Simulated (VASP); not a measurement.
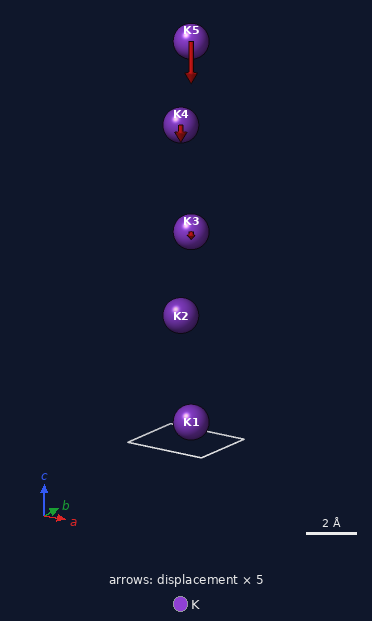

A relaxation of a slab of composition K. The starting structure is drawn; red arrows show the displacements, magnified 5 times.

A ball-and-stick model of the cell of the calculation, outlined in the plane, without the vacuum, seen slightly off an axis.

The run lets the atoms move in a fixed cell. 2 atoms are held fixed.

Computed with Kohn-Sham DFT of a periodic cell, PBE, VASP PAW PBE potentials, recommended, release 54 (VASP).

The input:
```
SYSTEM = K
  PREC = Accurate
  ENCUT = 600
  EDIFF = 1E-6
  ISMEAR = -1
  SIGMA = 0.05
  LREAL = .FALSE.
  LASPH = .TRUE.
  NELM = 80
  ALGO = Normal
  ISIF = 2
  LWAVE = .FALSE.
  LCHARG = .FALSE.
  LDIPOL = .TRUE.
  IDIPOL = 3
  DIPOL = 0.5 0.5 0.500
  GGA = PE
  IBRION = 2
  NSW = 60
  EDIFFG = -0.01
```

Launched with:
```bash
cat potpaw_PBE.54/K_sv/POTCAR > POTCAR
mpirun -np 1 vasp_std > vasp.out
```

Question: Describe the change and its energy.

Answer: The largest move is that of K5, 0.36 Å along the normal (−c). The lattice vectors keep their values. Over 12 geometry steps the energy falls by 6.4 meV per cell of the calculation. Largest force component: 0.049 eV/Å at the start, 0.048 eV/Å at the end.
